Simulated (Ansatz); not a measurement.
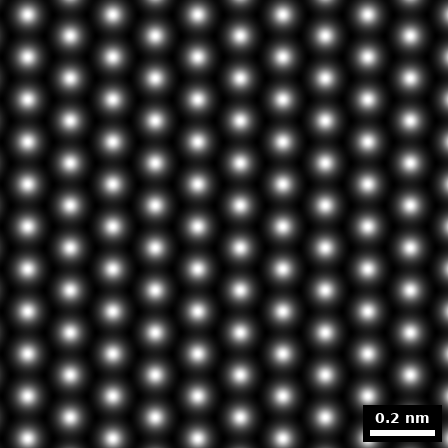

Projected-potential map of a crystal. Computed as the sum of neutral-atom potentials (tabulated electron scattering factors, B = 0.3 Å²) projected along the beam and smoothed by 0.25 Å; brighter is more positive. The display is stretched by a gamma of 0.7; percentages refer to the linear signal.

### Give the net of the columns and its spacings.

The pattern repeats on a centred rectangular net of 1.3 × 2.7 Å.

### Which plane group does this projection have?

c2mm: perpendicular mirror lines on a centred net, with further twofold points between them.

### How many columns does the smallest repeating cell hold, and how many levels of brightness?

1 column in the primitive cell of 1.8 Å², all of one brightness.

The crystal is W (Fddd, No. 70) seen along [001]. Structure: a calculation's starting geometry; the starting structure was generated, so it need not be a known form of this composition.
